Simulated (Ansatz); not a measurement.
The structure in question:

```cif
data_structure
_symmetry_space_group_name_H-M 'I 4/m'
_symmetry_Int_Tables_number 87
_cell_length_a 10.7466
_cell_length_b 10.7466
_cell_length_c 3.2325
_cell_angle_alpha 90.000
_cell_angle_beta 90.000
_cell_angle_gamma 90.000
_cell_volume 373.32
loop_
_atom_site_label
_atom_site_type_symbol
_atom_site_symmetry_multiplicity
_atom_site_Wyckoff_symbol
_atom_site_fract_x
_atom_site_fract_y
_atom_site_fract_z
_atom_site_occupancy
Sn1 Sn 8 h 0.66893 0.14892 0.50000 1
O1 O 8 h 0.45704 0.83896 0.00000 1
O2 O 8 h 0.79440 0.15493 0.00000 1
```

What does this file describe?

Answer. Its composition is SnO2. The lattice is body-centred tetragonal and the space group I4/m (No. 87). Cell content: 8 Sn, 16 O, that is 8 formula units. The coordination shell of Sn holds six O in a distorted octahedral arrangement at 2.06 to 2.14 Å. Around each O lie three Sn at 2.06 to 2.14 Å. The bonds build a three-dimensional framework.

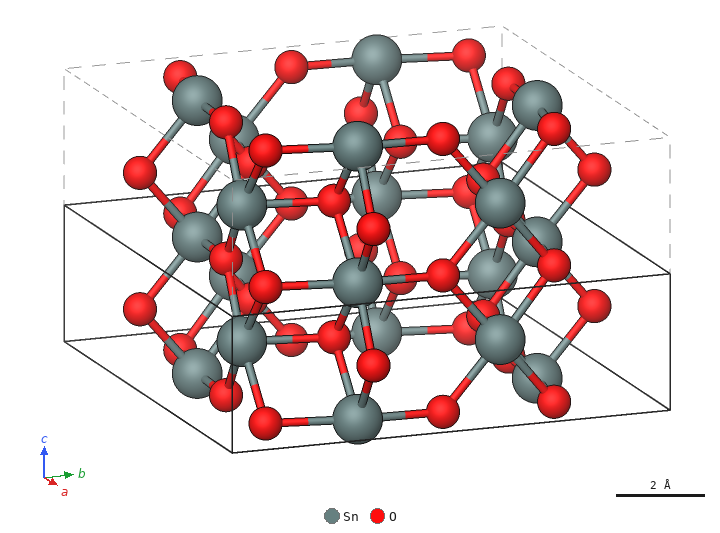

An orthographic ball-and-stick view of the structure, slightly off an axis. The conventional unit cell (solid box) is repeated to 1×1×2 cells.

The structure comes from a structure listed in the Materials Project. Earlier steps of the study, as a rule a relaxation of our own, may have changed the cell and positions, so they can lie some per cent off the listed ones. A calculation with Ansatz used it as input.

At this level of theory the run's own cell isn't at rest (stretched, at -8 GPa and forces up to 0.9 eV/Å), so its distances can differ from those at equilibrium, the more so the softer the solid.
